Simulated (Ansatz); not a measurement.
## Electronic structure of B in real space

Input file:

```
crystal:
  lattice:
    - [-1.1093009535, 1.1093009535, 1.1093009535]
    - [1.1093009535, -1.1093009535, 1.1093009535]
    - [1.1093009535, 1.1093009535, -1.1093009535]
  atoms:
    - { symbol: B, position: [0.0, 0.0, 0.0] }
hamiltonian:
  xc: lda
  pseudopotentials:
    kind: paw
    azcp:
      B: "pseudopotentials/B.paw.azcp"
basis:
  ecutwfc: 420
  fft_grid_basis: typed
kpoints:
  mp_grid: { grid: [22, 22, 22], shift: [0, 0, 0] }
magnetization:
  spin_polarized: false
scf:
  occupations: { method: fermi_dirac, width: 0.1 }
  lower_state_search: "off"
output:
  stress: true
  write_density: true
  write_potential: true
  elf: true
  volumetric_format: npy
```

Launched as:

```sh
ansatz run input.yaml --threads 2 --pin off --max-ram 5120MiB --backend cpu --events-out ev --progress --plain --runs-dir out
```

Below, planes, directions and counts refer to the conventional cell (a = 2.22 Å, b = 2.22 Å, c = 2.22 Å, α = 90.00°, β = 90.00°, γ = 90.00°).

Space group Im-3m; set up as B, bcc; a generated structure, not necessarily the stable one; changed on purpose from its base cell (volume × 0.92); computed pressure about 25 GPa in this cell; computed without spin polarisation.

These are results of Ansatz 0.2.0, DFT, LDA (PW92), plane waves (420 eV) with PAW, scalar-relativistic, not measurements.

The density is the valence pseudo-density of a PAW calculation; it isn't the true density close to the nuclei.

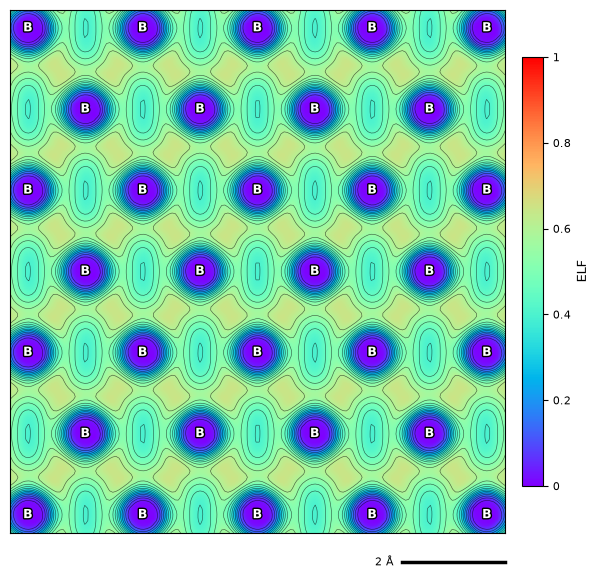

Figure 1. Electron localisation function on the (101̄) plane of the conventional cell.

Q: Read the bonding off the picture.

A:
- The plane passes through B nuclei.
- B–B (1.92 Å): the ELF peaks at about 0.65 between the atoms.

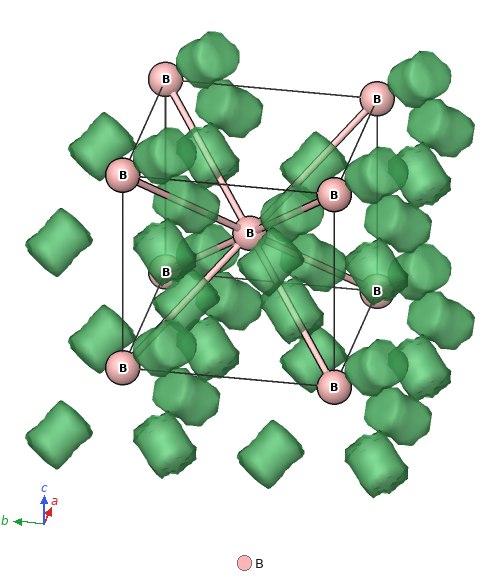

Figure 2. Isosurface of the ELF at 0.6 (green), seen at an oblique angle. Only the valence region is drawn (cores and ρ < 0.01 e/Å³ removed). Sticks mark near contacts.

Q: Where are the electrons localised?

A: At this value the surface marks out eight regions between bonded B–B atoms, counted in one cell of 2 atoms. Any copies at cell faces, edges or corners count once.

Q: Metal or insulator at this level of theory?

A: It is metallic or semimetallic at this level of theory: no gap opens.
